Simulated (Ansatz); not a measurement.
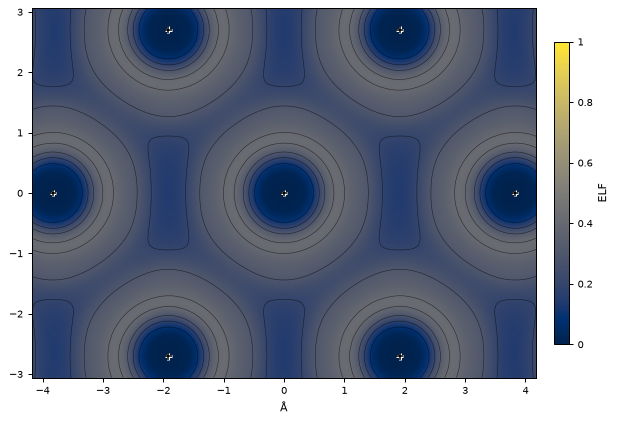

The electron localisation function on a plane through atoms (crosses mark nuclei in the plane).

Computed with Ansatz, DFT, PBE, plane waves (420 eV) with PAW, scalar-relativistic.

Candidates:
A. Mo, a = 5.61 Å, b = 5.61 Å, c = 5.61 Å, α = 90.00°, β = 90.00°, γ = 90.00°. Space group Fd-3m; set up as Mo, diamond; a generated structure, not necessarily the stable one; changed on purpose from its base cell (volume × 0.96); computed pressure about 5 GPa in this cell; computed without spin polarisation.
B. Pb, a = 3.83 Å, b = 3.83 Å, c = 3.83 Å, α = 90.00°, β = 90.00°, γ = 90.00°. Space group Im-3m; set up as Pb, bcc; a generated structure, not necessarily the stable one; changed on purpose from its base cell (volume × 0.88); computed pressure about 7 GPa in this cell.
C. W, a = 2.73 Å, b = 5.46 Å, c = 9.19 Å, α = 90.00°, β = 89.99°, γ = 90.00°. Space group Fddd; set up as W, beta-Sn type; a generated structure, not necessarily the stable one; changed on purpose from its base cell (volume × 1.04); computed pressure about −10 GPa in this cell.

Which candidate gave the map?

Candidate B: Pb on the (11̄0) plane of the conventional cell, which holds Pb. Pb–Pb (3.32 Å): the ELF is about 0.25 at the midpoint: no localised pair shows between them.
